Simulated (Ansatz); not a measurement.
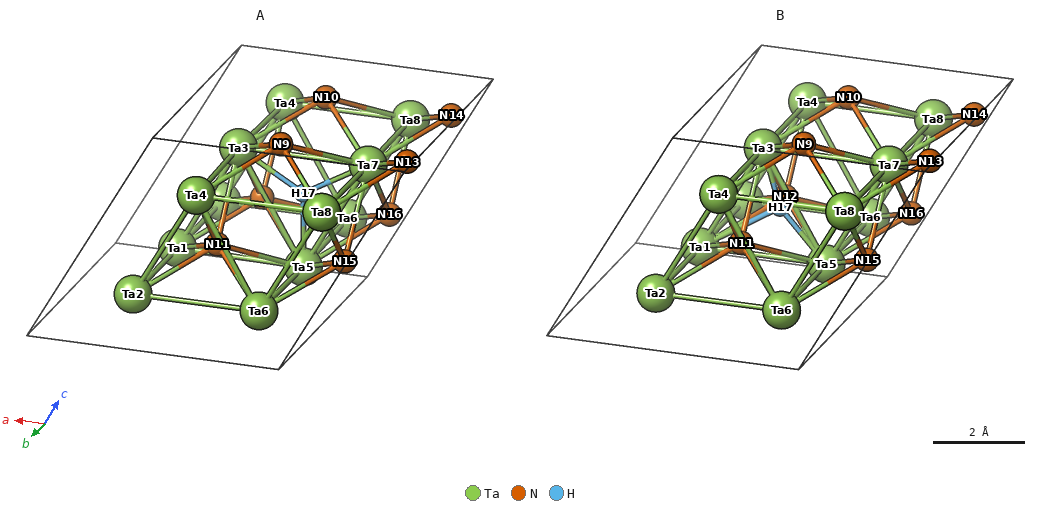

Two geometries of a defect cell of composition Ta8HN8, drawn at one scale. One is the start of a relaxation, the other its converged end. Style: ball-and-stick. Shown: the cell of the calculation, reduced to other axes (origin shifted), from a free direction. Lengths and directions refer to the drawn axes.

These are results of DFT PBE, scalar-relativistic, plane waves, PAW (Ansatz), not measurements. (plane-wave cutoff 420 eV; k-point mesh 4 × 5 × 5; occupations gaussian; smearing width 0.1 eV; mesh shifted by (0.5, 0, 0); no spin polarisation; atoms relaxed in a fixed cell; force threshold 0.02 eV/Å; at most 60 steps)

Which of the two is the end point?

Structure A is the relaxed one. Case: H interstitial, charge +0, atoms relaxed. The atoms of the start lie slightly off their symmetric places, so part of the fall in energy undoes that. The energy falls by 3.715 eV per cell of the calculation in 7 geometry steps. Largest force component: 5.7 eV/Å at the start, 0.0033 eV/Å at the end. The atom that moves furthest is H17 (1.13 Å along [−1 0 1]). Largest moves by element: H 1.13 Å, Ta 0.11 Å, N 0.09 Å. The lattice vectors keep their values. Near-neighbour distances that change, for instance: Ta1–H17 2.212 → 3.407 Å, Ta7–H17 2.902 → 1.755 Å, Ta3–H17 1.420 → 1.755 Å, Ta5–H17 1.610 → 1.755 Å. New bonds form, among them: Ta7–H17 (2.90 → 1.76 Å). Bond angles that change, for instance: Ta3–H17–Ta5 153.5° → 120.0°.

Limits of the set-up: the cell has an odd number of electrons but was run without spin polarisation; the periodic images lie only 5.8 Å apart, so the values are limited by the cell's size.
